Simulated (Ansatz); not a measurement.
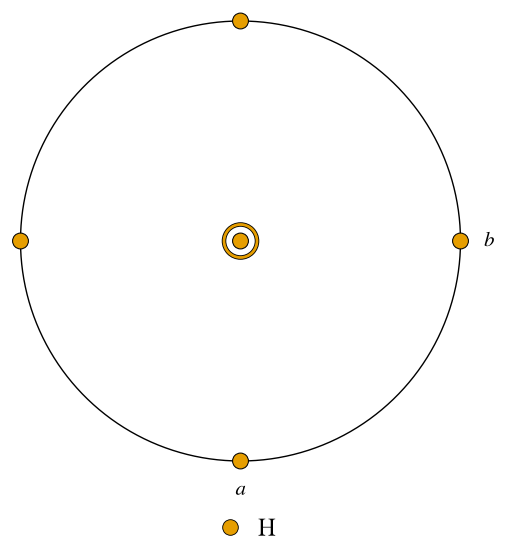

Directions from one sodium atom at (0, 0, 0) to its bonded neighbours, in stereographic projection down c (filled: above the plane of the page or in it, open: below). Crystal: NaH, a calculation's input that goes back to an entry of the Crystallography Open Database (an earlier step may have relaxed or displaced it). All values are computed from the atomic coordinates in the standard setting (tolerance 0.002 Å).

Neighbours are counted up to 2.52 Å for H.

```
Na H
1.0
     4.88000    0.00000    0.00000
     0.00000    4.88000    0.00000
     0.00000    0.00000    4.88000
Na H
4 4
Direct
  0.00000 0.00000 0.00000
  0.00000 0.50000 0.50000
  0.50000 0.00000 0.50000
  0.50000 0.50000 0.00000
  0.50000 0.00000 0.00000
  0.50000 0.50000 0.50000
  0.00000 0.00000 0.50000
  0.00000 0.50000 0.00000
```

Question: How many neighbours are there, and at what angles?

Answer: 6: 6 H at 2.44 Å. Angles between bonds: 90° (12×), 180° (3×).

Question: What is the site's symmetry in the crystal?

Answer: Point group m-3m (Oh), order 48: three fourfold axes, four threefold axes, six twofold axes, nine mirror planes, an inversion centre. In Fm-3m (No. 225) this is Wyckoff position 4a.
